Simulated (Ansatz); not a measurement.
Al (slab)

```xyz
5
Lattice="2.8394 0.0000 0.0000 -1.4197 2.4590 0.0000 0.0000 0.0000 24.2735" Properties=species:S:1:pos:R:3 pbc="T T T"
Al    1.4197    0.8197    7.5000
Al    0.0000    1.6394    9.8184
Al    0.0000    0.0000   12.1368
Al    1.4197    0.8197   14.4551
Al    0.0000    1.6394   16.7735
```

Computed without spin polarisation.

All numbers below come from DFT PBEsol, scalar-relativistic, plane waves, PAW (Ansatz 0.2.0).

Question: What will maps of the valence pseudo-density and electron localisation function show?

Answer: Al–Al (2.84 Å): ρ at the midpoint is about 0.21 e/Å³; the ELF peaks at about 0.70 between the atoms.

Question: Metal or insulator at this level of theory?

Answer: It is metallic or semimetallic at this level of theory: no gap opens.

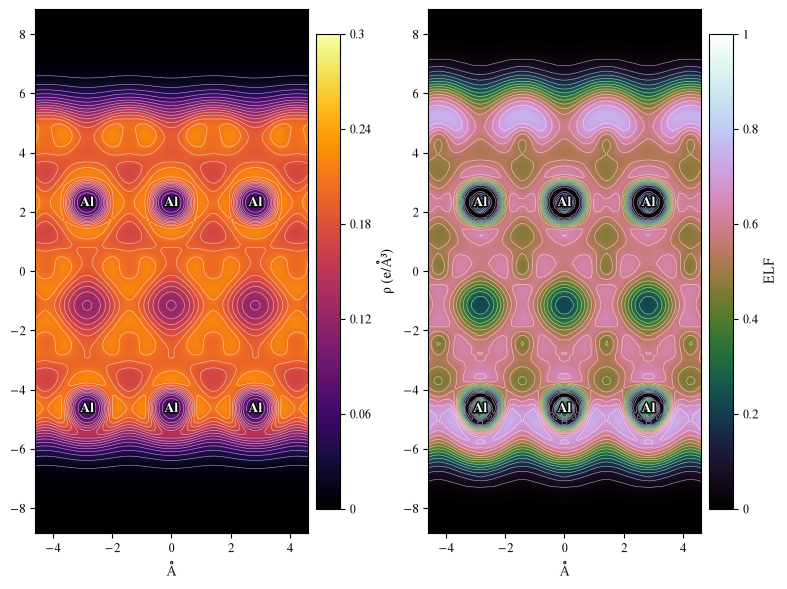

Computed valence pseudo-density and electron localisation function on the (100) plane of the calculation cell, a cut from vacuum to vacuum, in this order. Atoms just off the plane (Al, 0.8 Å away) can leave unmarked features too.

The density is the valence pseudo-density of a PAW calculation; it isn't the true density close to the nuclei.
